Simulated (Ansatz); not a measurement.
**Run report: PtS₂, geometry relaxation (part 2 of 2)**

PtS₂ (3 atoms in the cell); DFT PBE+D3(BJ), scalar-relativistic, plane waves, PAW, PAW set soft_1, no spin polarisation (Ansatz 0.2.0); cutoff 420 eV, 12×12×8 k-mesh, Gaussian smearing of 0.02 eV. The structure derives from an entry of the Crystallography Open Database.

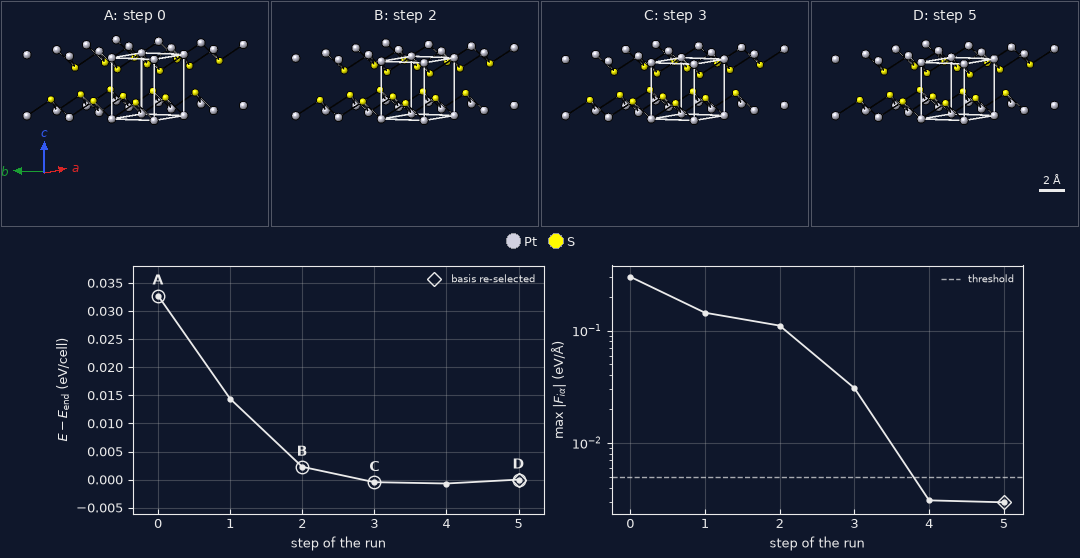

Frames of the relaxation (ball-and-stick view of the cell of the calculation, repeated 3 × 3 × 1, seen at an oblique angle) above the curves, on which the letters mark them (the first geometry is step 0 here and step 1 in the log).

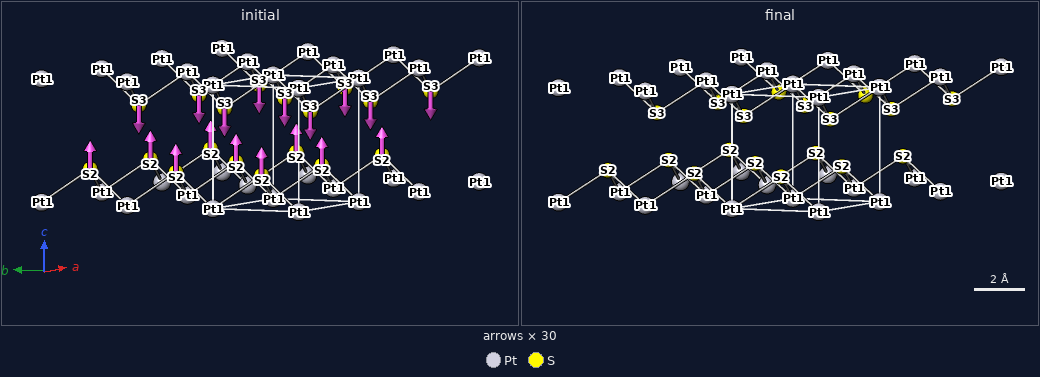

Before (left) and after (right) the relaxation, at one scale (ball-and-stick view of the cell of the calculation, repeated 3 × 3 × 1, seen at an oblique angle). The pink arrows give the displacements (without the part carried along by the change of the cell), magnified 30 times. Over 4 geometry steps the energy falls by 33.5 meV per cell of the calculation. The largest force component goes from 0.3 to 0.003 eV/Å. The pressure goes from −1.47 to −0.02 GPa. The largest moves relative to the cell, 0.041 Å, are those of S2 and S3. Pt stays in place. The volume changes by −5.4 %, with a = b 3.543 → 3.583 Å (+1.1 %), c 5.039 → 4.663 Å (−7.5 %). Among the contacts that change: Pt1–S2 2.402 → 2.395 Å. The space group stays P-3m1 (No. 164). A last SCF at the same geometry on a re-selected plane-wave basis shifts the energy by +0.7 meV per cell of the calculation. (Atoms are counted from 1 in the order of the input.)

```
basis re-selected at this cell: Δ(F+E_penalty+E_count) = +6.974e-4 eV, ΔP = +0.001 GPa vs the last step (what re-selecting the basis moved, of the pressure what is left beyond the Pulay correction that the steps carried, after the strain that the cell walked since its last selection, with what the two solves' SCF thresholds leave and, on support functions, any second-order correction that the steps lacked; it is no measure of the basis error at this ecutwfc). The dense FFT grid was sized anew with the basis: this SCF ran on 24×24×32 points, the steps before it on 24×24×36, so part of this shift can come from that change (see relax.cell in the input reference). This SCF's stress stands 2.53e-2 GPa from its target on what of the cell is left free (relax.cell.stress_tol is 5.00e-2 GPa) and its largest allowed force component is 2.96e-3 eV/Å (relax.f_tol is 5.00e-3 eV/Å): within both
SCF converged after 6 iterations
Free energy (F): -14331.159545 eV
Harris-Foulkes:  -14331.159545 eV  (|F-HF|=3.64e-12)
Internal energy: -14331.159538 eV  (E = F + TS)
E sigma→0 (E₀):  -14331.159542 eV
Entropy (-TS):   -0.000007 eV (-0.002 meV/atom)
Fermi energy:    12.511403 eV
--- Per-component energies (eV) ---
  E_band       = -287.614018
  E_kinetic    = 806.775676
  E_local      = -2756.391100  (includes V_loc(G=0)·N_el)
  E_nonlocal   = 272.118481
  E_hartree    = 1081.664568
  E_xc         = -410.108714
  E_vxc        = -436.904071  (∫ρ·V_xc dr)
  E_paw        = -10700.483383  (= ΣΔE_a)
  E_vpaw       = -336.543220  (= ΣTr[D̂ρ^β])
  E_aug_tail   = 0.001102  (compensation charges beyond the density's cutoff)
  E_ewald      = -2623.381783
  E_disp       = -1.354385  (pairwise vdW)
  E_smearing   = -0.000007  (= −TS)
  E_closure    = 0.000000  (closes the sum)
  Σ components = -14331.159545   (vs F -14331.159545, Δ=0.00e0)
--- Forces (eV/Å), atoms counted from 1 ---
  atom   1  Pt    -0.00000000     0.00000000     0.00000000
  atom   2  S     -0.00000000    -0.00000000    -0.00295862
  atom   3  S      0.00000000     0.00000000     0.00295862
  max |Σ_I F_I| component: 4.63e-18 eV/Å
--- Stress (GPa, compression-positive) ---
       -0.025283      -0.000000      -0.000000
       -0.000000      -0.025283      -0.000000
       -0.000000       0.000000      -0.022844
  P = ⅓ Tr σ = -0.0245 GPa (-0.245 kbar)
--- Band table (eV; the first three rows and the last of 131) ---
  k-point 0: bands = ["-87.5096", "-41.6716", "-41.6716", "-41.5560", "-3.5279", "-0.0945", "4.8128", "5.3543", "5.3543", "8.2000", "8.2000", "9.9546", "10.8373", "10.8373", "12.4896", "13.5982", "13.5982", "16.0320", "17.4218"]
  k-point 1: bands = ["-87.5096", "-41.6716", "-41.6716", "-41.5561", "-3.4541", "-0.3031", "5.0777", "5.3643", "5.3643", "8.1899", "8.1899", "9.9179", "10.7479", "10.7479", "12.1921", "13.7534", "13.7534", "16.2046", "17.7301"]
  k-point 2: bands = ["-87.5096", "-41.6716", "-41.6716", "-41.5561", "-3.2433", "-0.7969", "5.3887", "5.3887", "5.7298", "8.1672", "8.1672", "9.7682", "10.5521", "10.5521", "11.5648", "14.1270", "14.1270", "16.6923", "18.3993"]
  k-point 130: bands = ["-87.5092", "-41.6853", "-41.6853", "-41.5534", "-1.2199", "-1.2199", "5.4630", "5.4630", "5.9500", "7.7293", "7.7293", "7.7939", "8.6368", "9.8807", "9.8807", "14.4308", "14.4308", "19.1061", "19.8702"]
--- Relaxed structure (5 steps of the walk, 5 accepted, 1 SCFs on fresh bases) ---
  F+E_penalty+E_count = -14331.15954512 eV   max|allowed force component| = 2.959e-3 eV/Å   (the final SCF, on the basis selected at the relaxed cell)
  cell:  # Å, volume = 51.8490 Å³
    - [3.5832742369061212, 1.2457431738305054e-32, 1.676961964771834e-33]
    - [-1.7916371184530606, 3.103206517887, -6.307955223978621e-32]
    - [2.3848151948063683e-33, -1.0220636549170152e-31, 4.662832139178157]
  atoms:
    - { symbol: Pt, position: [1.6182006830370618e-34, 8.281430467157999e-35, -4.0165199160638933e-19] }
    - { symbol: S, position: [0.33333333333333337, 0.6666666666666667, 0.2587415440409568] }
    - { symbol: S, position: [0.6666666666666665, 0.33333333333333337, 0.7412584559590434] }
```

Trajectory as extended XYZ (Å, eV, eV/Å), 6 frames, from step=1 to step=6
```
3
Lattice="3.5432 0.0000 0.0000 -1.7716 3.0685 0.0000 0.0000 0.0000 5.0388" Properties=species:S:1:pos:R:3:forces:R:3 step=1 energy=-14331.12679 pressure_GPa=-1.47
Pt    0.0000    0.0000    0.0000    0.0000   0.0000   0.0000
S     0.0000    2.0457    1.2597    0.0000   0.0000  -0.3014
S     1.7716    1.0228    3.7791    0.0000   0.0000   0.3014
3
Lattice="3.5850 0.0000 0.0000 -1.7925 3.1047 0.0000 0.0000 0.0000 4.8932" Properties=species:S:1:pos:R:3:forces:R:3 step=2 energy=-14331.14515 pressure_GPa=-0.58
Pt    0.0000    0.0000    0.0000    0.0000   0.0000   0.0000
S     0.0000    2.0698    1.2010    0.0000   0.0000   0.1443
S     1.7925    1.0349    3.6923    0.0000   0.0000  -0.1443
3
Lattice="3.5769 0.0000 0.0000 -1.7885 3.0977 0.0000 0.0000 0.0000 4.7536" Properties=species:S:1:pos:R:3:forces:R:3 step=3 energy=-14331.15727 pressure_GPa=0.38
Pt    0.0000    0.0000    0.0000    0.0000   0.0000   0.0000
S     0.0000    2.0652    1.2039    0.0000   0.0000   0.1107
S     1.7885    1.0326    3.5497    0.0000   0.0000  -0.1107
3
Lattice="3.5815 0.0000 0.0000 -1.7908 3.1017 0.0000 0.0000 0.0000 4.6383" Properties=species:S:1:pos:R:3:forces:R:3 step=4 energy=-14331.16001 pressure_GPa=0.45
Pt    0.0000    0.0000    0.0000    0.0000   0.0000   0.0000
S     0.0000    2.0678    1.2038    0.0000   0.0000   0.0308
S     1.7908    1.0339    3.4345    0.0000   0.0000  -0.0308
3
Lattice="3.5833 0.0000 0.0000 -1.7916 3.1032 0.0000 0.0000 0.0000 4.6628" Properties=species:S:1:pos:R:3:forces:R:3 step=5 energy=-14331.16024 pressure_GPa=-0.03
Pt    0.0000    0.0000    0.0000    0.0000   0.0000   0.0000
S     0.0000    2.0688    1.2065    0.0000   0.0000  -0.0031
S     1.7916    1.0344    3.4564    0.0000   0.0000   0.0031
3
Lattice="3.5833 0.0000 0.0000 -1.7916 3.1032 0.0000 0.0000 0.0000 4.6628" Properties=species:S:1:pos:R:3:forces:R:3 step=6 energy=-14331.15955 pressure_GPa=-0.02
Pt    0.0000    0.0000    0.0000    0.0000   0.0000   0.0000
S     0.0000    2.0688    1.2065    0.0000   0.0000  -0.0030
S     1.7916    1.0344    3.4564    0.0000   0.0000   0.0030
```

The run was set up as follows.

The input
```yaml
crystal:
  lattice:
    - [3.5431994758, 0.0, 0.0]
    - [-1.7715997379, 3.0685007567, 0.0]
    - [0.0, 0.0, 5.0388]
  atoms:
    - { symbol: Pt, position: [0.0, 0.0, 0.0] }
    - { symbol: S, position: [0.3333333333, 0.6666666667, 0.25] }
    - { symbol: S, position: [0.6666666667, 0.3333333333, 0.75] }
basis:
  ecutwfc: 420
kpoints:
  mp_grid: { grid: [12, 12, 8] }
hamiltonian:
  xc: pbe
  pseudopotentials: { kind: paw, azcp: { folder: soft_1 } }
  dispersion: d3bj
scf:
  occupations: { method: gaussian, width: 0.02 }
output:
  forces: true
  stress: true
  eigenvalues: true
relax:
  adjacent_minimum: "off"
  f_tol: 0.005
  max_steps: 80
  cell: { stress_tol: 0.05 }
```

Command:
```bash
ansatz run input.yaml --threads 1 --pin off --max-ram 3072MiB --backend cpu --events-out ev --progress --plain --runs-dir out
```

Results in brief

```csv
quantity,value
outcome,converged
space group (tolerance 0.01 Å),P-3m1 (164)
electrons treated,30
free energy,−14331.1595 eV
Fermi energy,12.511 eV
gap on the k-point mesh,0.05 eV
pressure,−0.02 GPa
final volume,51.85 Å³
largest force (length of the vector) at the end,0.003 eV/Å
final cell,"a = 3.583 Å, b = 3.583 Å, c = 4.663 Å, α = 90.00°, β = 90.00°, γ = 120.00°"
hardware,"1 thread of Intel Xeon (Sapphire Rapids), 64 GiB of memory available, shared host"
wall time,29 s
peak memory,0.47 GiB
```

Spin–orbit coupling is left out, which matters for Pt.
